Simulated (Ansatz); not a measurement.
## Run report: Ru, band-structure calculation

Ru (1 atom in the cell), computed with DFT with r2SCAN, PAW plane waves, no spin polarisation (Ansatz 0.2.0).

The structure is a generated one, with these elements put on the sites of a known structure type; it need not be a known phase.

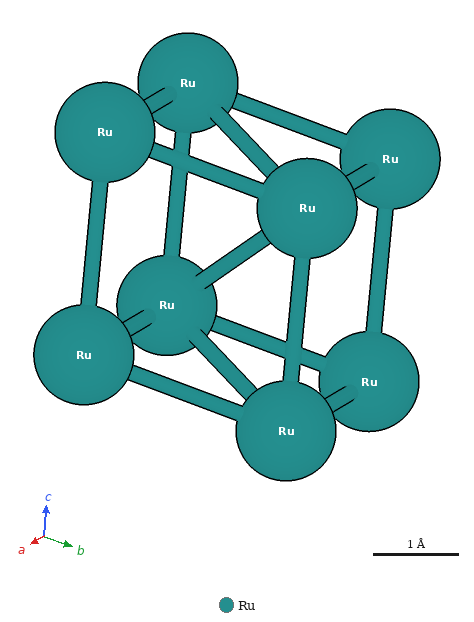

*The input geometry (ball-and-stick view of the cell of the calculation, seen slightly off an axis).*

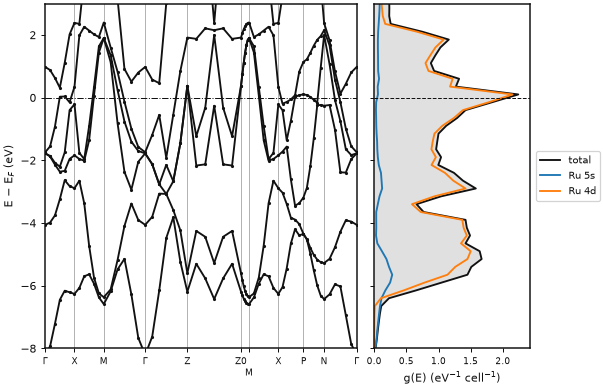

*Band structure along Γ–X–M–Γ–Z–Z0–M–X–P–N–Γ and density of states (projected on Löwdin-orthogonalised atomic shells), with energies from the Fermi level.*

Bands cross the Fermi level: a metal at this level of theory.

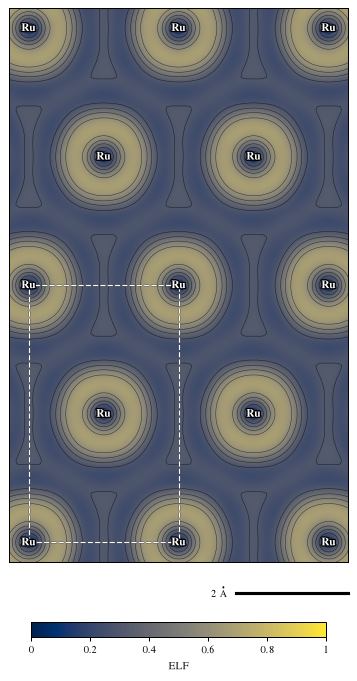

*ELF on the (110) plane of the conventional cell.*

The section cuts through Ru sites. Ru–Ru (2.64 Å): the ELF is about 0.30 at the midpoint; no localised pair between them. The strong features right at Ru lie inside the PAW spheres (semicore, d or f shells) and say nothing about bonding. Core electrons are frozen (PAW), so the fields are smoothed inside the atomic spheres.

These pictures come from the run below.

Input
```yaml
crystal:
  lattice:
    - [-1.614539, 1.614539, 1.331943]
    - [1.614539, -1.614539, 1.331943]
    - [1.614539, 1.614539, -1.331943]
  atoms:
    - { symbol: Ru, position: [0.0, 0.0, 0.0] }
  symmetry: { tolerance: 0.0003 }
kpoints:
  mp_grid: { grid: [16, 16, 16], shift: [0, 0, 0] }
  band_path:
    path:
      - [0.0, 0.0, 0.0]
      - [0.0, 0.0, 0.5]
      - [-0.5, 0.5, 0.5]
      - [0.0, 0.0, 0.0]
      - [0.42014305, 0.42014305, -0.42014305]
      - [-0.42014305, 0.57985695, 0.42014305]
      - [-0.5, 0.5, 0.5]
      - [0.0, 0.0, 0.5]
      - [0.25, 0.25, 0.25]
      - [0.0, 0.5, 0.0]
      - [0.0, 0.0, 0.0]
    npoints: 6
magnetization:
  spin_polarized: false
scf:
  occupations: { method: fermi_dirac }
  lower_state_search: "off"
  max_iter: 200
hamiltonian:
  pseudopotentials: { kind: paw }
  xc: r2scan
basis:
  ecutwfc: 500
  fft_grid_basis: typed
output:
  forces: true
  stress: true
  eigenvalues: true
  bader: true
  populations: true
  elf: true
  write_potential: true
  volumetric_format: npy
  dos:
    e_range: [-12, 8]
    de: 0.05
    projected: { site_lists: { Ru: [Ru] } }
  write_density: true
checkpoint:
  read: saved_state
```

Launched with:
```bash
ansatz run input.yaml --threads 1 --pin off --max-ram 2560MiB --backend cpu --events-out ev --progress --plain --runs-dir out
```

What the program printed
```
Engine: ansatz 0.2.0, x86_64-unknown-linux-gnu
Pseudopotentials: kind: paw
Pseudopotential: Ru, paw, valence charge 16, recommended cutoff 500 eV (meta_gga), Ru.paw.azcp
Functional definition: r2SCAN
  parameter k0 = 0.174
  parameter k1 = 0.065
  parameter a1 = 4.9479
  exchange = r2scan_x(k0 = k0, k1 = k1, a1 = a1)
  correlation = r2scan_c
Crystal: 1 atoms, lattice volume = 13.888 Å³
Basis set: ecut = 500 eV, 357 PW (Γ), exchange–correlation on 80×80×80 points (64 copies of the dense FFT grid, shifted against one another)
Bands: 12, of which v1, the nominal top of the filled ones, is band 8 counted from 1 (7 counted from 0)
Symmetry: 16 space group operations
Space group: I4/mmm (ITA 139), of the structure as read, at distance tolerance 7.2e-4 Å
k-points: 349 of 4096
Non-local potential: Ru, projectors of the file, l = 0: 3, l = 1: 2, l = 2: 2, l = 3: 1
PAW form: soft (Blöchl's): semilocal exchange-correlation on the pseudo side does not see the compensation charge
PAW frozen core: Ru, regenerated for the run's functional (the file was generated under x = pbe(κ = 0.804, μ = 0.2195149727645171), c = pbe(β = 0.06672455060314922))
PAW one-centre angular grid: Ru, 590 points (default); XC on 160 Gauss nodes
Initial density: read from a saved state, or passed on in memory by an earlier SCF of this step, an earlier step, the calling program or the single point that the run made first
Initial wavefunctions: pseudopotential atomic-orbital guess
Functional: x = r2scan, c = r2scan; τ floored in thin density (d = 2e-4 eV/Å³)
iter 1 solved again at ethr=1.07e-6 eV; its pass at ethr=3.10e-3 eV (dr2=1.71e-4 eV) is discarded
SCF iter   1: F=-5890.149110 eV  HF=-5890.144303 eV  |F-HF|=4.81e-3  |Δ(HF+E_count)|=         —  Δρ=2.81e-3  dr2=1.58e-4  dr2_τ=4.75e-3  ethr=1.07e-6  ⟨swp⟩=2.2  Hψ=36257  notcnv=0
preconditioner: auto → none  [metal: Δε(μ)=0.002 eV  Ē_g=11.720 eV  σ=0.100 eV  W_gap=0.01  n_scr=4 (ndim 8)  ℏωp=28.2 eV  f_vac=0.000  D(μ)=2.17/eV (n_scr^D=34)]
SCF iter   2: F=-5890.149358 eV  HF=-5890.149271 eV  |F-HF|=8.70e-5  |Δ(HF+E_count)|=   4.97e-3  Δρ=1.36e-3  dr2=4.03e-5  dr2_τ=3.78e-5  ethr=9.86e-7  ⟨swp⟩=2.0  Hψ=9772  notcnv=0
SCF iter   3: F=-5890.149358 eV  HF=-5890.149363 eV  |F-HF|=5.34e-6  |Δ(HF+E_count)|=   9.27e-5  Δρ=4.18e-4  dr2=1.46e-5  dr2_τ=3.36e-6  ethr=2.52e-7  ⟨swp⟩=2.4  Hψ=6676  notcnv=0
SCF iter   4: F=-5890.149364 eV  HF=-5890.149363 eV  |F-HF|=6.30e-7  |Δ(HF+E_count)|=   1.52e-7  Δρ=8.43e-5  dr2=4.29e-7  dr2_τ=1.57e-7  ethr=9.14e-8  ⟨swp⟩=2.3  Hψ=5977  notcnv=0
SCF iter   5: F=-5890.149364 eV  HF=-5890.149364 eV  |F-HF|=2.39e-9  |Δ(HF+E_count)|=   8.28e-7  Δρ=1.46e-5  dr2=1.58e-8  dr2_τ=4.46e-9  ethr=6.25e-10  ⟨swp⟩=9.1  Hψ=29672  notcnv=0
SCF 1 converged in 5 iterations: F = -5890.149364 eV  dr2 = 1.58e-8
  greatest PAW one-centre occupation: 0.996 electrons in one spin orbital (limit 2), on the Ru atom at site 0 (counted from 0), in its partial waves of l = 1
NSCF: frozen V_eff on 61 k-points
SCF converged after 5 iterations
Free energy (F): -5890.149364 eV
Harris-Foulkes:  -5890.149364 eV  (|F-HF|=2.39e-9)
Internal energy: -5890.081561 eV  (E = F + TS)
E sigma→0 (E₀):  -5890.115463 eV
Entropy (-TS):   -0.067803 eV (-67.803 meV/atom)
Fermi energy:    22.811164 eV
--- Per-component energies (eV) ---
  E_band       = -76.263429
  E_kinetic    = 514.652612
  E_local      = -1289.088801  (includes V_loc(G=0)·N_el)
  E_nonlocal   = 344.031915
  E_hartree    = 415.426831
  E_xc         = -183.928258
  E_vxc        = -266.443213  (∫ρ·V_xc dr)
  E_paw        = -3479.328658  (= ΣΔE_a)
  E_vpaw       = -229.036572  (= ΣTr[D̂ρ^β])
  E_aug_tail   = 0.000085  (compensation charges beyond the density's cutoff)
  E_vtau       = 18.762874  (kinetic-family band-sum trace: ∫τ·v_τ [+ j·A + Jᵃ·Aᵃ] dr)
  E_ewald      = -2211.536333
  E_core_change = -0.310956  (= ΣΔE_core)
  E_smearing   = -0.067803  (= −TS)
  E_closure    = 0.000000  (closes the sum)
  Σ components = -5890.149364   (vs F -5890.149364, Δ=0.00e0)
--- Forces (eV/Å), atoms counted from 1 ---
  atom   1  Ru    -0.00000000     0.00000000     0.00000000
  max |Σ_I F_I| component: 1.08e-32 eV/Å
--- Stress (GPa, compression-positive) ---
       -0.288097       0.000000       0.000000
        0.000000      -0.288097      -0.000000
        0.000000      -0.000000       8.558915
  P = ⅓ Tr σ = 2.6609 GPa (26.609 kbar)
--- Band table (eV; the first three rows and the last of 349) ---
  k-point 0: bands = ["-52.4015", "-21.0178", "-21.0178", "-20.8920", "14.6017", "18.7517", "21.0319", "21.0319", "21.0685", "23.7883", "39.4905", "39.4905"]
  k-point 1: bands = ["-52.3953", "-21.0597", "-21.0154", "-20.9008", "14.7585", "18.7936", "20.9848", "20.9881", "21.1569", "23.7318", "39.6077", "39.6142"]
  k-point 2: bands = ["-52.3778", "-21.1780", "-21.0086", "-20.9258", "15.1974", "18.9180", "20.7979", "20.8531", "21.5229", "23.5769", "39.7250", "39.8939"]
  k-point 348: bands = ["-52.0959", "-21.8440", "-21.8440", "-21.3662", "16.2250", "16.4439", "24.7109", "24.7109", "25.2052", "30.7837", "30.7837", "37.1581"]
--- Löwdin populations: 1 site ---
  site symbol       q [e]
     0     Ru     15.9138
  spilling = 0.005386 (of n_electrons = 16.000000)
--- Bader charges: 1 site ---
  site symbol  charge [e]  shift [e]
     0     Ru      0.0000     0.0000
  estimated error of the sums over rays = 1.3e-6 e
```

Summary

| quantity | value |
| --- | --- |
| outcome | converged |
| space group (tolerance 0.01 Å) | I4/mmm (139) |
| electrons treated | 16 |
| free energy | −5890.1494 eV |
| Fermi energy | 22.811 eV |
| pressure | 2.66 GPa |
| electronic character | metal |
| largest force (length of the vector) | under 0.001 eV/Å |
| hardware | 1 thread of an x86-64 CPU, shared host |
| wall time | 9.7 s |
| peak memory | 0.44 GiB |
